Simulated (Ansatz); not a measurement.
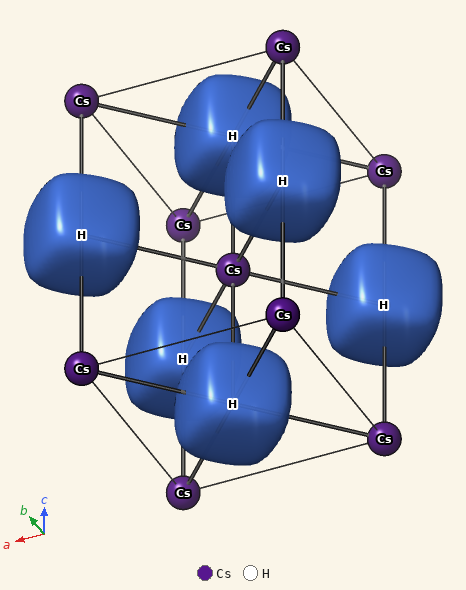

Figure 1: CsH. Isosurface of the ELF at 0.75 (blue), seen at an oblique angle. Only the valence region is drawn (cores and ρ < 0.01 e/Å³ removed). Sticks mark near contacts.

Space group Immm; changed on purpose from its base cell (strain +0.0750 x Voigt [0, 0, 0, 0, 1, 0], atoms carried along).

These are results of DFT r2SCAN, scalar-relativistic, plane waves, PAW in Ansatz, not measurements.

In a PAW calculation such maps are meaningful between the atoms, not at the nuclei.

```
CELL_PARAMETERS angstrom
3.06845 0.00000 -3.06845
-3.30755 0.00000 -3.30755
0.00000 6.37600 0.00000
ATOMIC_POSITIONS crystal
Cs 0.50000 0.50000 0.50000
Cs 0.00000 0.00000 0.00000
H 0.50000 0.50000 0.00000
H 0.00000 0.00000 0.50000
```

Question: What do the ELF domains correspond to?

Answer: At this value the surface marks out two regions around hydrogen nuclei, counted in one cell of 4 atoms. Any copies at cell faces, edges or corners count once. Along the contacts the grid gives the following. Cs–H (3.19 Å): the ELF climbs to about 1 towards the hydrogen.
